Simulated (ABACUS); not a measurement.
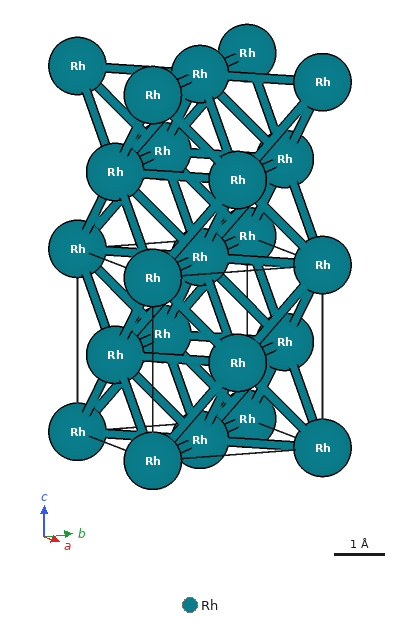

Fig. 1: The structure as given in the input (ball-and-stick view of the cell 4 times as large as that of the calculation, set on its symmetry axes, repeated 1 × 1 × 2, seen slightly off an axis). An atom can appear more than once, as a periodic image. Near neighbours in the periodic cell (some may lie outside the picture): Rh has 12 Rh at 2.63 Å.

## Run report: Rh, single-point calculation at one volume of an equation of state (part 1 of 2)

The run: single-point calculation at one volume of an equation of state of Rh (Fm-3m, 1 atom in the cell). Method and program: Kohn-Sham DFT of a periodic cell, PBEsol, PseudoDojo NC SR 0.4.1 PBEsol standard, no spin polarisation (ABACUS 3.10.1).

The structure derives from an entry of the Crystallography Open Database. It belongs to a series of runs on one base structure; here: volume scaled by 0.94.

**Input**
```
INPUT_PARAMETERS
suffix              Rh
calculation         scf
basis_type          pw
pseudo_dir          ./
symmetry            1
dft_functional      pbesol
ecutwfc             89
pseudo_rcut         7
nspin               1
nbands              13
ks_solver           dav
smearing_method     fd
smearing_sigma      0.00367493
scf_thr             1e-08
scf_nmax            100
mixing_type         broyden
mixing_beta         0.7
cal_force           1
cal_stress          1
kpar                4
```

**File STRU**
```
ATOMIC_SPECIES
Rh 102.9055 Rh.upf

LATTICE_CONSTANT
1.8897261246

LATTICE_VECTORS
0.0000000000 1.8591074964 1.8591074964
1.8591074964 0.0000000000 1.8591074964
1.8591074964 1.8591074964 0.0000000000

ATOMIC_POSITIONS
Direct

Rh
0.0
1
0.0000000000 0.0000000000 0.0000000000 1 1 1
```

**File KPT**
```
K_POINTS
0
Gamma
12 12 12 0 0 0
```

Machine: 4 threads of Intel Xeon (Sapphire Rapids), 32 GiB of memory available, shared host.

Launch command:
```bash
OMP_NUM_THREADS=1 mpirun -np 4 abacus > log
```

**Log**
```
ABACUS v3.10.1

               Atomic-orbital Based Ab-initio Computation at UStc

 ------------------------------------------------------------------------------------

 READING GENERAL INFORMATION
                           global_out_dir = OUT.Rh/
                           global_in_card = INPUT
                               pseudo_dir = ./
                              orbital_dir =
                                    DSIZE = 4
                                    GSIZE = 1

 READING UNITCELL INFORMATION
                                    ntype = 1
                  lattice constant (Bohr) = 1.88973
              lattice constant (Angstrom) = 1

 READING ATOM TYPE 1
                               atom label = Rh
                      L=0, number of zeta = 1
                      L=1, number of zeta = 1
                      L=2, number of zeta = 1
             number of atom for this type = 1

                        TOTAL ATOM NUMBER = 1
DIRECT COORDINATES
    atom                   x                   y                   z     mag                  vx                  vy                  vz
taud_Rh1            0.0000000000        0.0000000000        0.0000000000  0.0000        0.0000000000        0.0000000000        0.0000000000

                          Volume (Bohr^3) = 86.7242
                             Volume (A^3) = 12.8512

 Lattice vectors: (Cartesian coordinate: in unit of a_0)
                   +0            +1.85911            +1.85911
             +1.85911                  +0            +1.85911
             +1.85911            +1.85911                  +0
 Reciprocal vectors: (Cartesian coordinate: in unit of 2 pi/a_0)
            -0.268946           +0.268946           +0.268946
            +0.268946           -0.268946           +0.268946
            +0.268946           +0.268946           -0.268946
 The esolver type has been set to : ksdft_pw

                PAO radial cut off (Bohr) = 7

 Read in pseudopotential file is Rh.upf
                     pseudopotential type = NC
          exchange-correlation functional = PBESOL
                 nonlocal core correction = 1
                        valence electrons = 17
                                     lmax = 2
                           number of zeta = 4
                     number of projectors = 6
                           L of projector = 0
                           L of projector = 0
                           L of projector = 1
                           L of projector = 1
                           L of projector = 2
                           L of projector = 2
     initial pseudo atomic orbital number = 10

 SETUP THE ELECTRONS NUMBER
            electron number of element Rh = 17
      total electron number of element Rh = 17
            AUTOSET number of electrons:  = 17
                           occupied bands = 9
                                   NBANDS = 13
                                   NLOCAL = 9

%%%%%%%%%%%%%%%%%%%%%%%%%%%%%%%%%%%%%%%%%%%%%%%%%%%%%%%%%%%%%%%%%%%%%%%%%%%%%%%%%%%%%%%%%%%%%%%%%%%%%%%%%%
 Warning: the number of valence electrons in pseudopotential > 9 for Rh: [Kr] 4d8 5s1
 Pseudopotentials with additional electrons can yield (more) accurate outcomes, but may be less efficient.
 If you're confident that your chosen pseudopotential is appropriate, you can safely ignore this warning.
%%%%%%%%%%%%%%%%%%%%%%%%%%%%%%%%%%%%%%%%%%%%%%%%%%%%%%%%%%%%%%%%%%%%%%%%%%%%%%%%%%%%%%%%%%%%%%%%%%%%%%%%%%

 SETUP THE PLANE WAVE BASIS
 energy cutoff for charge/potential (unit:Ry) = 356
            fft grid for charge/potential = [ 30, 30, 30 ]
                        fft grid division = [ 1, 1, 1 ]
        big fft grid for charge/potential = [ 30, 30, 30 ]
                                     nbxx = 27000
                                     nrxx = 27000

 SETUP PLANE WAVES FOR CHARGE/POTENTIAL
                    number of plane waves = 9841
                         number of sticks = 595

 PARALLEL PW FOR CHARGE/POTENTIAL
     PROC   COLUMNS(POT)             PW
        1            595           9841
 --------------- sum -------------------
        1            595           9841
                            number of |g| = 151
                                  max |g| = 32.0431
                                  min |g| = 0

----------- Double Check Mixing Parameters Begin ------------
mixing_type: broyden
mixing_beta: 0.7
mixing_gg0: 1
mixing_gg0_min: 0.1
mixing_ndim: 8
----------- Double Check Mixing Parameters End ------------

 LATTICE VECTORS: (CARTESIAN COORDINATE: IN UNIT OF A0)
                   +0            +1.85911            +1.85911
             +1.85911                  +0            +1.85911
             +1.85911            +1.85911                  +0
                       right hand lattice = 1
                                   NORM_A = 2.62918
                                   NORM_B = 2.62918
                                   NORM_C = 2.62918
                           ALPHA (DEGREE) = 60
                           BETA  (DEGREE) = 60
                           GAMMA (DEGREE) = 60

 The lattice vectors have been changed (STRU_SIMPLE.cif)

(for optimal symmetric configuration:)
                             BRAVAIS TYPE = 3
                     BRAVAIS LATTICE NAME = 03. Cubic F (face-centered)
                                    ibrav = 3
                                    IBRAV = 3
                                  BRAVAIS = FACE CENTERED CUBIC
                       LATTICE CONSTANT A = 3.71821
Original cell was already a primitive cell.
                        ROTATION MATRICES = 48
              PURE POINT GROUP OPERATIONS = 48
                   SPACE GROUP OPERATIONS = 48
                              POINT GROUP = O_h
               POINT GROUP IN SPACE GROUP = O_h

 SETUP K-POINTS
                                    nspin = 1
                   Input type of k points = Monkhorst-Pack(Gamma)
                                   nkstot = 1728
                       right hand lattice = 1
(for reciprocal lattice: )
                             BRAVAIS TYPE = 2
                     BRAVAIS LATTICE NAME = 02. Cubic I (body-centered)
                                    ibrav = 2
                       right hand lattice = 1
(for k-lattice: )
                             BRAVAIS TYPE = 2
                     BRAVAIS LATTICE NAME = 02. Cubic I (body-centered)
                                    ibrav = 2
                       right hand lattice = 1
                        ROTATION MATRICES = 48
                               nkstot_ibz = 72
K-POINTS REDUCTION ACCORDING TO SYMMETRY
     IBZ    DIRECT_X    DIRECT_Y    DIRECT_Z  WEIGHT  ibz2bz
       1  0.00000000  0.00000000  0.00000000  0.0006       0
       2  0.08333333  0.08333333  0.08333333  0.0046       1
       3  0.16666667  0.16666667  0.16666667  0.0046       2
       4  0.25000000  0.25000000  0.25000000  0.0046       3
       5  0.33333333  0.33333333  0.33333333  0.0046       4
       6  0.41666667  0.41666667  0.41666667  0.0046       5
       7  0.50000000  0.50000000  0.50000000  0.0023       6
       8  0.08333333  0.08333333  0.00000000  0.0035      13
       9  0.16666667  0.16666667  0.08333333  0.0139      14
      10  0.25000000  0.25000000  0.16666667  0.0139      15
      11  0.33333333  0.33333333  0.25000000  0.0139      16
      12  0.41666667  0.41666667  0.33333333  0.0139      17
      13  0.50000000  0.50000000  0.41666667  0.0139      18
      14  0.50000000  0.41666667  0.41666667  0.0139      19
      15  0.41666667  0.33333333  0.33333333  0.0139      20
      16  0.33333333  0.25000000  0.25000000  0.0139      21
      17  0.25000000  0.16666667  0.16666667  0.0139      22
      18  0.16666667  0.08333333  0.08333333  0.0069      23
      19  0.16666667  0.16666667  0.00000000  0.0035      26
      20  0.25000000  0.25000000  0.08333333  0.0139      27
      21  0.33333333  0.33333333  0.16666667  0.0139      28
      22  0.41666667  0.41666667  0.25000000  0.0139      29
      23  0.50000000  0.50000000  0.33333333  0.0139      30
      24 -0.41666667  0.41666667  0.41666667  0.0139      31
      25  0.50000000  0.33333333  0.33333333  0.0139      32
      26  0.41666667  0.25000000  0.25000000  0.0139      33
      27  0.33333333  0.16666667  0.16666667  0.0069      34
      28  0.25000000  0.25000000  0.00000000  0.0035      39
      29  0.33333333  0.33333333  0.08333333  0.0139      40
      30  0.41666667  0.41666667  0.16666667  0.0139      41
[... 42 further k points ...]

                               nkstot now = 72
[... K-POINTS DIRECT COORDINATES: 72 rows ...]

           k-point number in this process = 18
       minimum distributed K point number = 18
[... stars of the k points ...]

[... K-POINTS CARTESIAN COORDINATES: 18 rows ...]

[... K-POINTS DIRECT COORDINATES: 18 rows ...]

 SETUP PLANE WAVES FOR WAVE FUNCTIONS
     energy cutoff for wavefunc (unit:Ry) = 89
              fft grid for wave functions = [ 30, 30, 30 ]
                    number of plane waves = 1471
                         number of sticks = 169

 PARALLEL PW FOR WAVE FUNCTIONS
     PROC   COLUMNS(POT)             PW
        1            169           1471
 --------------- sum -------------------
        1            169           1471

 SETUP NONLOCAL PSEUDOPOTENTIALS IN PLANE WAVE BASIS
 Rh non-local projectors:
 projector 1 L=0
 projector 2 L=0
 projector 3 L=1
 projector 4 L=1
 projector 5 L=2
 projector 6 L=2
      TOTAL NUMBER OF NONLOCAL PROJECTORS = 18

 Init Non-Local PseudoPotential table :
 Init Non-Local-Pseudopotential done.

                                     npwx = 1248

 Make real space PAO into reciprocal space.
       max mesh points in Pseudopotential = 701
     dq(describe PAO in reciprocal space) = 0.01
                                    max q = 1136

 number of pseudo atomic orbitals for Rh is 4
WARNING: norm of atomic wavefunction # 3 of atomic type Rh is 0.999885, renormalized
WARNING: norm of atomic wavefunction # 4 of atomic type Rh is 0.993215, renormalized

 -------------------------------------------
 SELF-CONSISTENT
 -------------------------------------------
                                 init_chg = atomic

 PW ALGORITHM --------------- ION=   1  ELEC=   1--------------------------------
 Notice: Threshold on eigenvalues was too large.
 hsover_error=0.17 > DRHO=0.126025
 Origin diag ethr = 0.01
 New diag ethr = 0.000741326

 Density error is 0.127506370316
                          Error Threshold = 0.000741326450234
----------------------------------------------------------
     Energy           Rydberg                 eV
```
